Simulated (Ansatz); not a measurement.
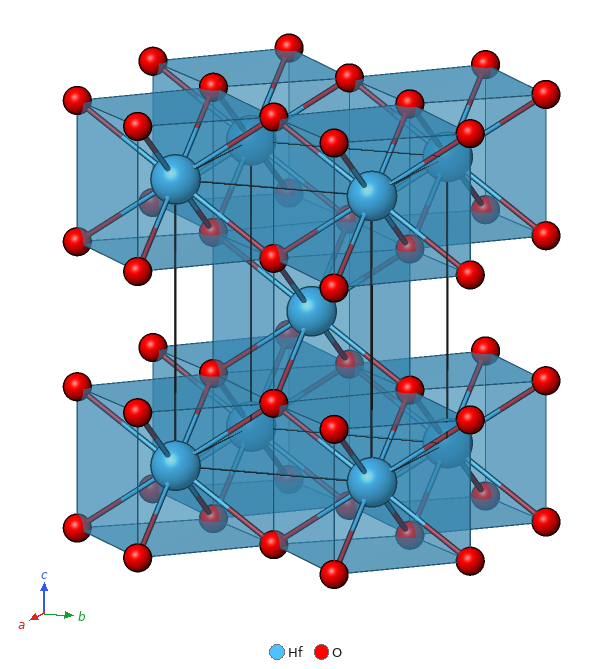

Crystal structure, polyhedral style, seen slightly off an axis. The lines enclose the conventional unit cell; boundary atoms appear with their images. Some atoms of the next cells are drawn as well.

HfO2, space group Immm (No. 71), a = 3.493 Å, b = 3.661 Å, c = 5.058 Å, α = 90.00°, β = 90.00°, γ = 90.00°. The cell started as a structure type filled with these elements by a generator (whether the compound takes this form wasn't checked). The cell was then strained or its atoms displaced on purpose. Ansatz was used for an electronic-structure calculation on it.

This one geometry was computed with Ansatz (DFT, plane waves, PAW) at three levels of theory: r2SCAN, HSE06 and PBE. It was relaxed with r2SCAN and then strained.

### Which level gives the highest pressure at this volume, and what does that say about its equilibrium volume?

Highest: PBE (6.3 GPa), which points to the largest equilibrium volume. Lowest, with the smallest volume: r2SCAN (0.3 GPa) and HSE06 (0.0 GPa). Levels within 0.5 GPa of each other can't be told apart.

### How does the band gap change with the level of theory?

PBE: a gap of 3.80 eV, direct; r2SCAN: a gap of 4.31 eV, direct; HSE06: a gap of 5.41 eV, direct.

### Collect the results in a table.

| level | cutoff (eV) | k-mesh of the run's cell | gap (eV) | pressure (GPa) |
| --- | --- | --- | --- | --- |
| r2SCAN | 500 | 8×8×8 | 4.31 | 0.3 |
| HSE06 | 420 | 6×6×6 | 5.41 | 0.0 |
| PBE | 420 | 8×8×8 | 3.80 | 6.3 |

Gaps are taken on the k-mesh or band path of each run.
